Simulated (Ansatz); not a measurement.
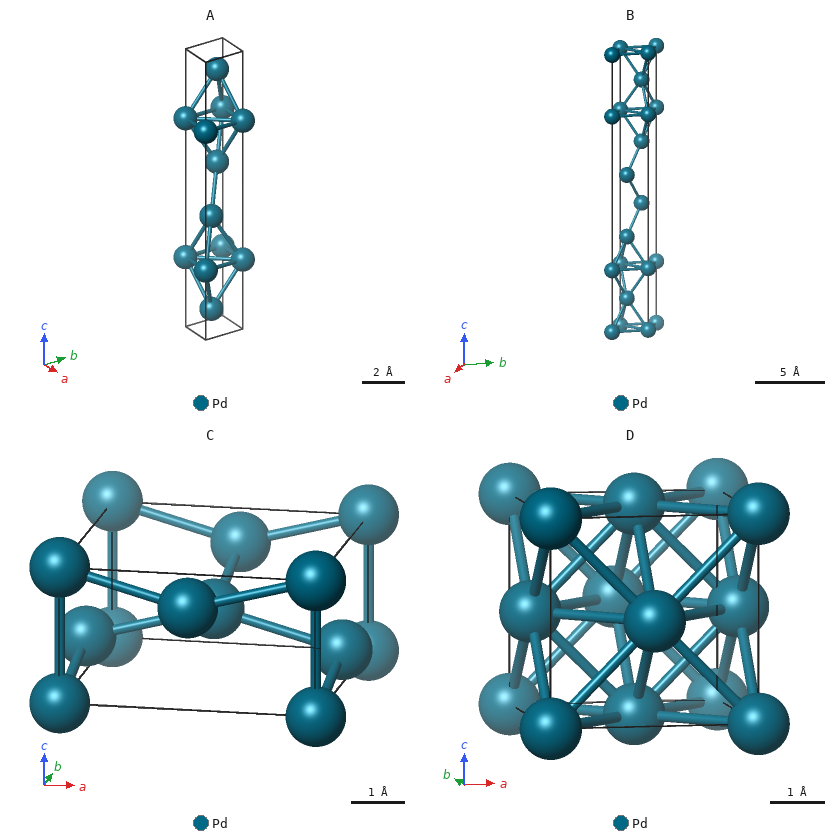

Four structures of Pd, each relaxed to rest (conventional cells in solid outline, small ones repeated, each panel with its own scale). Method: DFT PBE, scalar-relativistic, plane waves, PAW (Ansatz), without spin polarisation.

### Name the structure in each panel.

A: 6 atoms a cell on a primitive hexagonal lattice, P6_3/mmc; B: α-samarium (9R) type, R-3m; C: β-tin type, I4_1/amd; D: face-centred cubic (Cu type), Fm-3m.

### Which of these is lowest in energy, and how far above it do the others lie?

D, then A (+13 meV/atom), B (+24 meV/atom) and C (+348 meV/atom), energies at zero smearing.

### Collect the results in a table.

| panel | structure | E − E(lowest) (meV/atom) | volume (Å³/atom) | gap (eV) |
| --- | --- | --- | --- | --- |
| D | Fm-3m | 0 | 15.3 | metal |
| A | P6_3/mmc | 13 | 15.3 | metal |
| B | R-3m | 24 | 15.4 | metal |
| C | I4_1/amd | 348 | 16.9 | metal |

Some of these may be structure types tried for this composition rather than known phases, and the most stable form need not be among them. Gaps are taken on the k-mesh or band path of each run.
